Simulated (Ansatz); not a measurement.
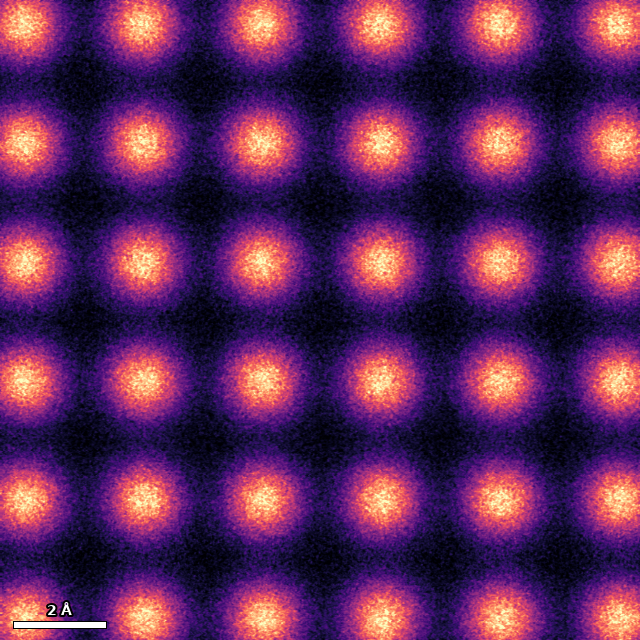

Z-contrast image of Ti (Pm-3m, No. 221). Simulation: incoherent imaging, intensity Z^1.7 per atom, probe width 1.30 Å, thin sample. The probe carries 25 % of its weight in a tail 2.5 times as wide. Shot noise and a slight drift were added. Model: the input geometry of a calculation; the starting structure was generated, so it need not be a known form of this composition.

```
Ti
1.0
     2.59972    0.00000    0.00000
     0.00000    2.59972    0.00000
     0.00000    0.00000    2.59972
Ti
1
Direct
  0.00000 0.00000 0.00000
```

Q: Which beam direction gives this image, [001], [110] or [210]? (Directions equivalent by symmetry count as one.)

A: [001]. The projected cells are 2.60 × 2.60 Å, 90° for [001]; 1.84 × 2.60 Å, 90° for [110]; 1.16 × 2.60 Å, 90° for [210], and the image repeats as the [001] one does.
